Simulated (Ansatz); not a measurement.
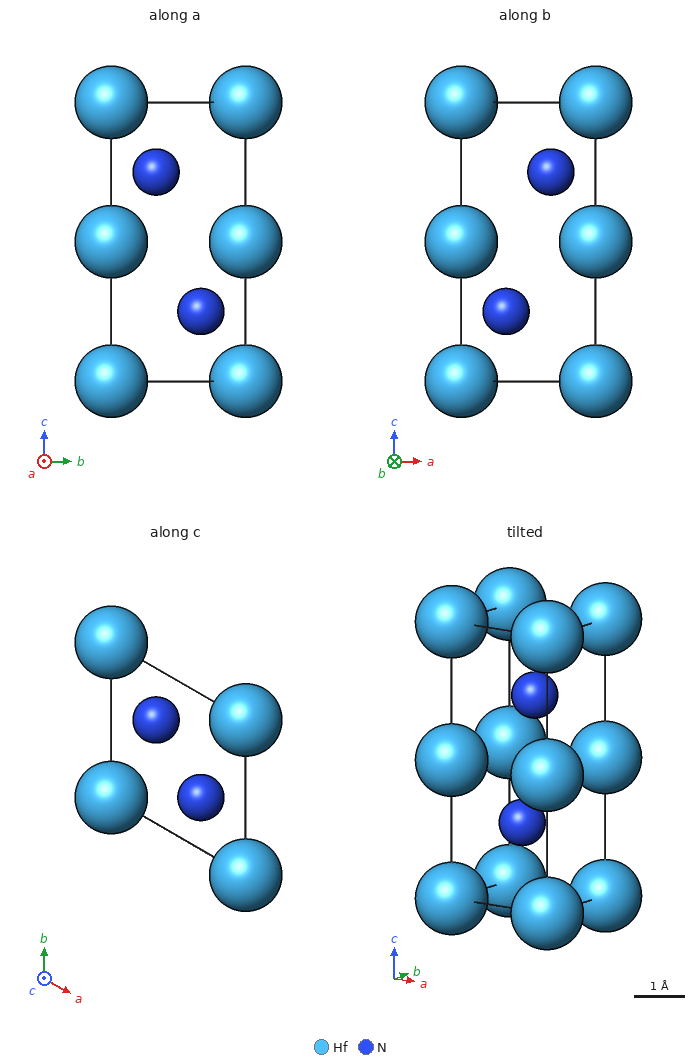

A spheres-only rendering, viewed along the a axis, along the b axis, along the c axis and slightly off an axis. The wireframe shows the conventional unit cell.

Lattice parameters: a = 3.1241 Å, b = 3.1241 Å, c = 5.6135 Å, α = 90.000°, β = 90.000°, γ = 120.000°.

> Record the structure as a CIF with its space group and independent sites.

```cif
data_structure
_symmetry_space_group_name_H-M 'P 63/m m c'
_symmetry_Int_Tables_number 194
_cell_length_a 3.1241
_cell_length_b 3.1241
_cell_length_c 5.6135
_cell_angle_alpha 90.000
_cell_angle_beta 90.000
_cell_angle_gamma 120.000
_cell_volume 47.45
loop_
_atom_site_label
_atom_site_type_symbol
_atom_site_symmetry_multiplicity
_atom_site_Wyckoff_symbol
_atom_site_fract_x
_atom_site_fract_y
_atom_site_fract_z
_atom_site_occupancy
Hf1 Hf 2 a 0.0000 0.0000 0.0000 1
N1 N 2 c 0.3333 0.6667 0.2500 1
```

Origin of the cell: a structure type filled with these elements by a generator (whether the compound takes this form wasn't checked). Earlier steps of the study may have refined or changed the cell and positions. An electronic-structure calculation with Ansatz was run on it.
